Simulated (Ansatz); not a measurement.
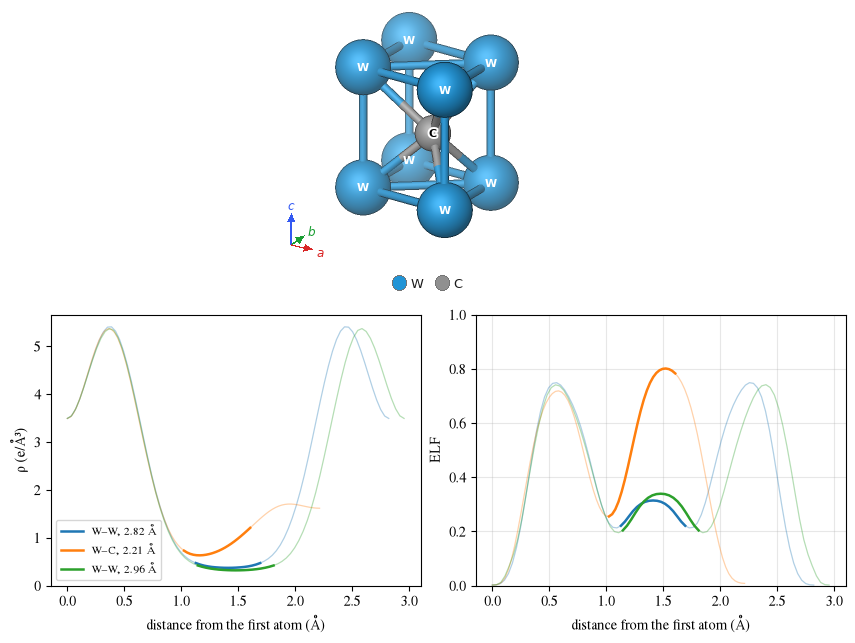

WC. Valence charge density (pseudo) and ELF along straight lines between neighbouring atoms. Thin, pale parts lie inside the atomic spheres. The structure is drawn too.

Space group P-6m2; a structure from a database of computed crystals, not necessarily the ambient phase; changed on purpose from its base cell (biaxial strain in the a-b plane, c and atoms relaxed: +1.5 %); computed pressure about −8 GPa in this cell.

Computed with DFT r2SCAN, scalar-relativistic, plane waves, PAW in Ansatz 0.2.0.

In a PAW calculation such maps are meaningful between the atoms, not at the nuclei.

**What can be read from the curves?**

W–W (2.82 Å): ρ is about 0.37 e/Å³ halfway; the ELF is about 0.30 at the midpoint.
W–C (2.21 Å): the density is about 0.64 e/Å³ at the midpoint; the ELF peaks at about 0.80 in the valence shell of C, 0.7 Å from its nucleus, and is about 0.30 at the midpoint.
W–W (2.96 Å): the density is about 0.32 e/Å³ at the midpoint; the ELF is about 0.35 at the midpoint.
